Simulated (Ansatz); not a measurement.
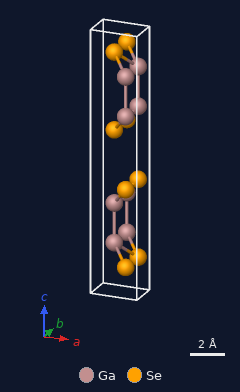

This is the input geometry for a relaxation of a crystal of GaSe (set up in P6_3/mmc). The picture is a ball-and-stick view of the cell of the calculation, repeated 1 × 2 × 1 with one cell outlined, seen slightly off an axis.

Computed with DFT PBEsol, scalar-relativistic, plane waves, PAW in Ansatz.

Input
```yaml
crystal:
  lattice:
    - [3.752570806, 0.0, 0.0]
    - [-1.876285403, 3.2498216475, 0.0]
    - [0.0, 0.0, 16.1638315391]
  atoms:
    - { symbol: Ga, position: [0.3333333333, 0.6666666667, 0.1747215953] }
    - { symbol: Ga, position: [0.6666666667, 0.3333333333, 0.6747215953] }
    - { symbol: Ga, position: [0.3333333333, 0.6666666667, 0.3252784047] }
    - { symbol: Ga, position: [0.6666666667, 0.3333333333, 0.8252784047] }
    - { symbol: Se, position: [0.3333333333, 0.6666666667, 0.6024354584] }
    - { symbol: Se, position: [0.6666666667, 0.3333333333, 0.1024354584] }
    - { symbol: Se, position: [0.3333333333, 0.6666666667, 0.8975645416] }
    - { symbol: Se, position: [0.6666666667, 0.3333333333, 0.3975645416] }
basis:
  ecutwfc: 420
kpoints:
  mp_grid: { grid: [12, 12, 2] }
hamiltonian:
  xc: pbesol
scf:
  occupations: { method: gaussian, width: 0.02 }
output:
  forces: true
  stress: true
  eigenvalues: true
relax:
  adjacent_minimum: "off"
  f_tol: 0.005
  max_steps: 80
  cell: { stress_tol: 0.05 }
```

Run as
```bash
ansatz run input.yaml --threads 2 --pin off --max-ram 7168MiB --backend cpu --events-out ev --progress --plain --runs-dir out
```

**What does the optimiser find from here?**

After 3 accepted moves (4 points after the start) the energy has fallen by 2.0 meV per cell of the calculation. Largest force component: 0.018 eV/Å at the start, 0.0024 eV/Å at the end. Pressure: −0.05 GPa at the start and 0.00 GPa at the end. At 1 point the geometry stayed and the basis and grid were re-selected for the new cell (energy shift of 0.3 meV per cell of the calculation at most each time). The largest moves relative to the cell, 0.029 Å, are those of Se5, Se6, Se7 and Se8. Se7 goes along −c. By element the largest moves are Se 0.029 Å, Ga 0.017 Å. Cell: a = b 3.753 → 3.746 Å (−0.2 %), c 16.164 → 16.384 Å (+1.4 %). Volume +1.0 %. The space group stays P6_3/mmc (No. 194). The run took 60 s on 2 threads of Arm Neoverse V2 (shared host), peak memory 0.75 GiB.

History of the run:

```csv
step,"E − E(0), meV/atom","largest force component, eV/Å","pressure, GPa","volume, Å³/atom",note
0,0.00,0.0184,-0.05,24.640,
1,-0.19,0.0076,0.02,24.747,
2,-0.21,0.0068,0.02,24.875,
3,-0.21,0.0024,0.00,24.883,
4,-0.25,0.0024,0.00,24.883,"same geometry, new basis"
```

After the run, drawn alike:

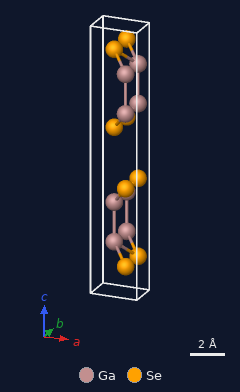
